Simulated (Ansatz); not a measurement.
System: CdF₂, space group Fm-3m (No. 225).

The cell holds 3 atoms.

Method: volume and cell lengths of one structure relaxed by several density functionals; plane waves with PAW datasets, Γ-centred k mesh (Ansatz 0.2.0). All runs: no spin polarisation.

```tsv
setting	value
occupations	Gaussian
smearing width	0.02 eV
```

The space group named is that of the starting cell.

Describe the result: the volume by functional. The cases: PBEsol; PBE; PBE+D3(BJ).

PBEsol gives 13.007 Å³/atom, PBE+D3(BJ) 13.449 Å³/atom and PBE 13.723 Å³/atom. The gap on the k mesh, in eV, is 2.943 for PBEsol, 2.916 for PBE and 2.988 for PBE+D3(BJ).

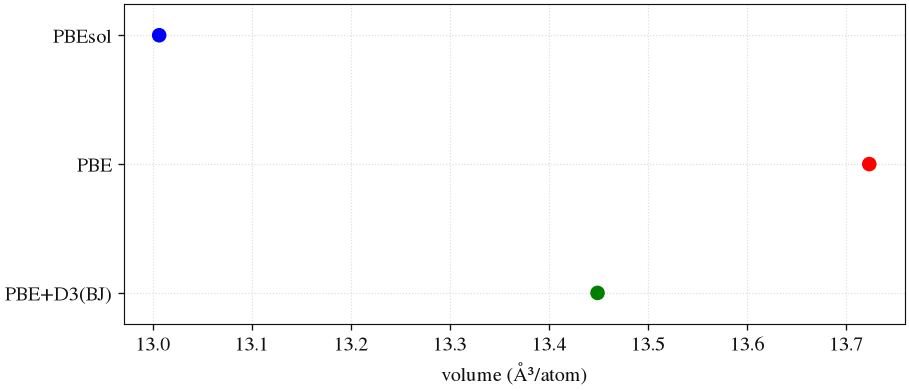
